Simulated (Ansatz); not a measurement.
Input

```
crystal:
  lattice:
    - [3.1799996605, 0.0, 0.0]
    - [-1.5899998303, 2.6438020704, 0.0]
    - [0.0, 0.0, 5.166]
  atoms:
    - { symbol: Ga, position: [0.3333333333, 0.6666666667, 0.0] }
    - { symbol: Ga, position: [0.6666666667, 0.3333333333, 0.5] }
    - { symbol: "N", position: [0.3333333333, 0.6666666667, 0.375] }
    - { symbol: "N", position: [0.6666666667, 0.3333333333, 0.875] }
basis:
  ecutwfc: 500
kpoints:
  mp_grid: { grid: [12, 12, 6] }
hamiltonian:
  xc: r2scan
scf:
  occupations: { method: gaussian, width: 0.05 }
output:
  forces: true
  stress: true
  eigenvalues: true
  write_density: true
  write_potential: true
  elf: true
  volumetric_format: npy
```

Command:

```sh
ansatz run input.yaml --threads 1 --pin off --max-ram 2560MiB --backend cpu --events-out ev --progress --plain --runs-dir out
```

Below, planes, directions and counts refer to the conventional cell (a = 3.18 Å, b = 5.29 Å, c = 5.17 Å, α = 90.00°, β = 90.00°, γ = 90.00°).

Space group Cmc2₁; changed on purpose from its base cell (strain -0.0400 x Voigt [0, 1, 0, 0, 0, 0], atoms carried along); not relaxed (largest force 0.5 eV/Å); computed pressure about 10 GPa in this cell.

These are results of DFT r2SCAN, scalar-relativistic, plane waves, PAW (Ansatz 0.2.0), not measurements.

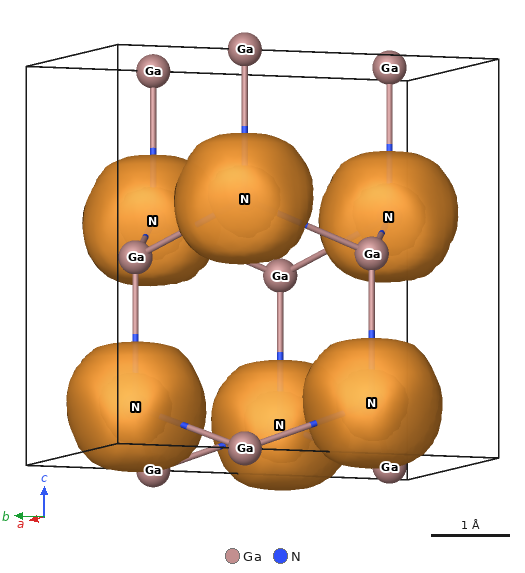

GaN. Isosurface of the ELF at 0.7 (orange), seen at an oblique angle. Only the valence region is drawn (cores and ρ < 0.01 e/Å³ removed). Sticks mark near contacts.

Core electrons are frozen (PAW), and the valence fields are smoothed inside the atomic spheres.

Where are the electrons localised?

The surface consists of four regions wrapped around N (the valence shell of each), counted in one cell of 8 atoms. Regions shared between cells count once.

Values along the shortest contacts:
Ga–N (1.88 Å): the ELF peaks at about 0.85 in the valence shell of N, 0.7 Å from its nucleus, and is about 0.50 at the midpoint. Ga–N (1.93 Å): the ELF peaks at about 0.85 in the valence shell of N, 0.7 Å from its nucleus, and is about 0.50 at the midpoint.

Does the calculation make it a metal, or give it a gap?

It is gapped, with a Kohn–Sham gap of 2.5 eV on the k-point mesh (the band edges may lie off the mesh, which would make the gap smaller).
